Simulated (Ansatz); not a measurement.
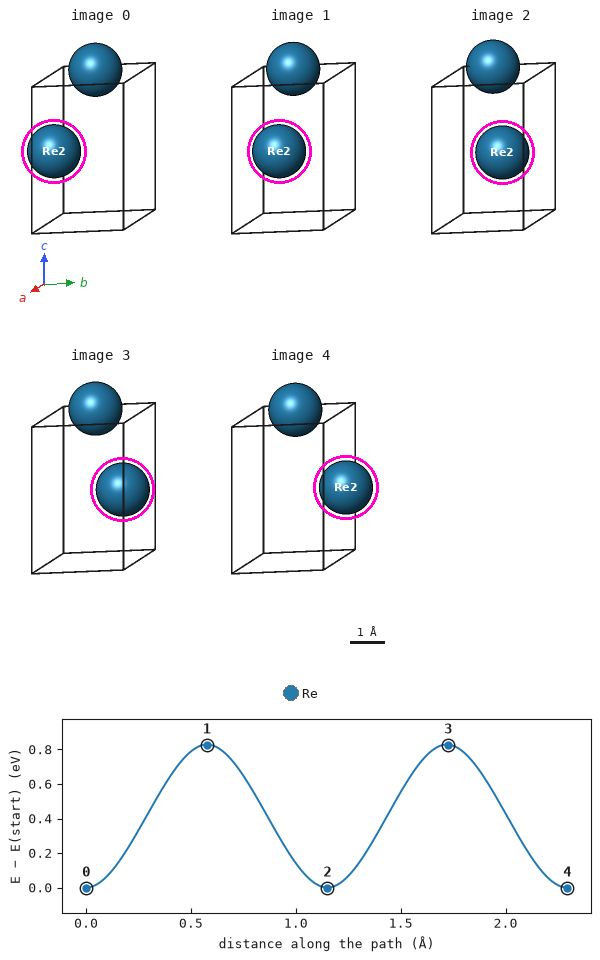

A search for the minimum-energy path of a 2-atom cell of Re (set up in P6_3/mmc) by the nudged elastic band. Images are numbered from 0 (start) to 4 (end). Style: spheres-only. Shown: the simulation cell (origin moved), slightly off an axis. The moving atom is ringed, with any periodic copies.

Computed with DFT, PBE, PAW with Ansatz's default frozen-core files, scalar-relativistic in Ansatz. Set-up: plane-wave cutoff 420 eV; k-point mesh 9 × 9 × 5; Fermi-Dirac smearing 0.05 eV; 3 movable images; climbing image.

Question: Describe the mechanism and the energy profile.

Answer: The path has more than one stage, and so few images may leave a stage unresolved. A Re atom travels furthest, 2.77 Å from end to end, along +b, on a path that bends up to 0.40 Å away from the straight line. At the highest image its nearest neighbour (Re) is 2.55 Å away, against 2.75 Å at the start, and the surrounding atoms stand up to 0.14 Å off the mean of their end positions. The two ends have the same energy, and the highest point, image 1, lies 0.83 eV above the start. The profile has 2 maxima (images 1, 3) with a dip at image 2 (0.00 eV), so the process runs in steps. The band converged in 6 iterations. The largest component of the band force went from 2.9 to 0.041 eV/Å. The climbing image converged on the top of the path. Its curvatures weren't checked.
